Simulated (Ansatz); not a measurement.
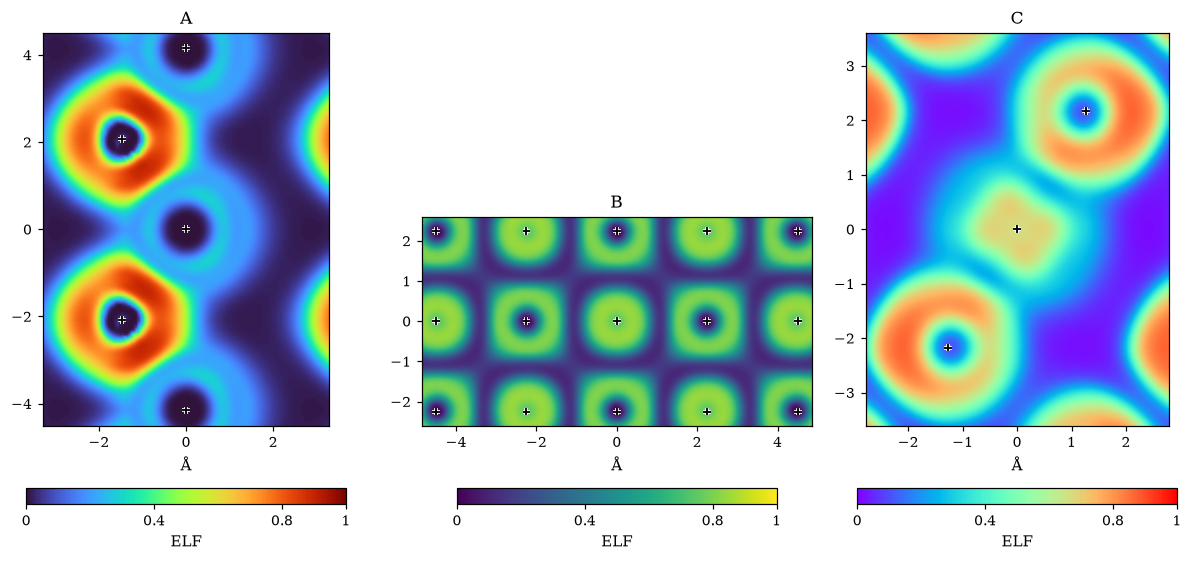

The electron localisation function of 3 systems, each on a plane through atoms (crosses mark nuclei in the plane).

Theory: DFT PBEsol, scalar-relativistic, plane waves, PAW in Ansatz.

System 1: PtSe$_{2}$, the (110) plane of the conventional cell. Space group P-3m1.

```
Pt Se
1.0
     3.76072    0.00000    0.00000
    -1.88036    3.25688    0.00000
     0.00000    0.00000    4.86331
Pt Se
1 2
Direct
  0.00000 0.00000 0.00000
  0.33333 0.66667 0.26068
  0.66667 0.33333 0.73932
```

System 2: HfN, the (001) plane of the conventional cell. Space group Fm-3m; computed without spin polarisation.

```
Hf N
1.0
     4.50155    0.00000    0.00000
     0.00000    4.50155    0.00000
     0.00000    0.00000    4.50155
Hf N
4 4
Direct
  0.00000 0.00000 0.00000
  0.50000 0.50000 0.00000
  0.50000 0.00000 0.50000
  0.00000 0.50000 0.50000
  0.50000 0.00000 0.00000
  0.00000 0.50000 0.00000
  0.00000 0.00000 0.50000
  0.50000 0.50000 0.50000
```

System 3: InP, the (011) plane of the conventional cell. Space group F-43m.

```cif
data_structure
_symmetry_space_group_name_H-M 'P 1'
_symmetry_Int_Tables_number 1
_cell_length_a 5.8782
_cell_length_b 5.8782
_cell_length_c 5.8782
_cell_angle_alpha 90.000
_cell_angle_beta 90.000
_cell_angle_gamma 90.000
_cell_volume 203.11
loop_
_atom_site_label
_atom_site_type_symbol
_atom_site_fract_x
_atom_site_fract_y
_atom_site_fract_z
_atom_site_occupancy
In1 In 0.50000 0.50000 0.00000 1
In2 In 0.00000 0.50000 0.50000 1
In3 In 0.00000 0.00000 0.00000 1
In4 In 0.50000 0.00000 0.50000 1
P1 P 0.75000 0.75000 0.25000 1
P2 P 0.25000 0.75000 0.75000 1
P3 P 0.25000 0.25000 0.25000 1
P4 P 0.75000 0.25000 0.75000 1
```

### Which map belongs to which system?

Panel A is system 3, InP: the plane holds In and P. In–P (2.55 Å): the ELF peaks at about 0.90 in the valence shell of P, 0.8 Å from its nucleus, and is about 0.55 at the midpoint. Panel B is system 2, HfN: the plane holds Hf and N. Hf–N (2.25 Å): the ELF peaks at about 0.80 in the valence shell of N, 0.6 Å from its nucleus, and drops to about 0.15 between the two atoms; no shared electron pair shows on this line. Panel C is system 1, PtSe$_{2}$: the plane holds Pt and Se. Pt–Se (2.51 Å): the ELF is about 0.50 at the midpoint.
